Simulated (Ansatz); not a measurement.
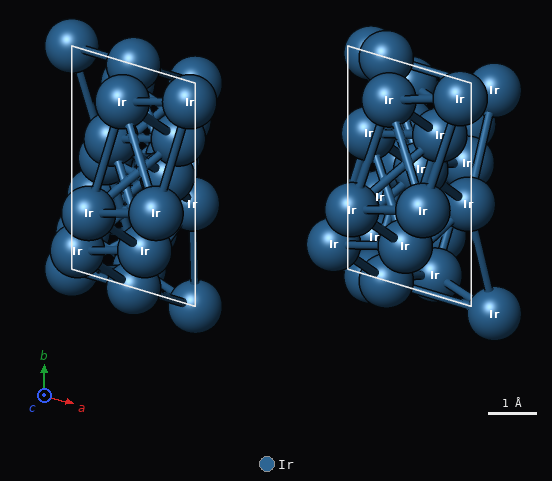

Two geometries of an interface cell of composition Ir, drawn at one scale. One is the start of a relaxation, the other its converged end. A ball-and-stick model of the cell of the calculation, seen along the c axis.

Method: DFT PBEsol, scalar-relativistic, plane waves, PAW in Ansatz. Settings: plane-wave cutoff 420 eV; k-point mesh 14 × 14 × 2; occupations gaussian; smearing width 0.1 eV; no spin polarisation; cell relaxed at fixed a, b, alpha, beta, gamma; force threshold 0.02 eV/Å; at most 60 steps.

Which one is relaxed?

Answer. The right one is the relaxed one. Case: symmetric tilt boundary Sigma 11 (3 1 1), mirror on the next plane, shift [0.5, 0]. After 7 accepted moves (9 points after the start) the energy has fallen by 1.080 eV per cell of the calculation. Largest force component: 2.4 eV/Å at the start, 0.011 eV/Å at the end. Pressure: −3.95 GPa at the start and −2.24 GPa at the end. The line search rejected the trial step at point 4 of the run. The SCF was repeated once at an unchanged geometry on a basis and grid sized afresh for the cell, which shifted the energy by 2.0 meV per cell of the calculation at most. The largest moves relative to the cell, 0.51 Å, are those of Ir atoms. The volume changes by −1.4 %, with a unchanged at 2.708 Å, b unchanged at 4.691 Å, c 25.707 → 25.342 Å (−1.4 %). Some distances before and after: Ir–Ir 2.810 → 3.491 Å, Ir–Ir 2.806 → 2.449 Å, Ir–Ir 3.160 → 2.842 Å, Ir–Ir 3.132 → 2.850 Å. The run took 16 min on 4 threads of AMD EPYC 9R45 96-Core Processor (Zen 5), on a shared host, peak memory 5.3 GiB.
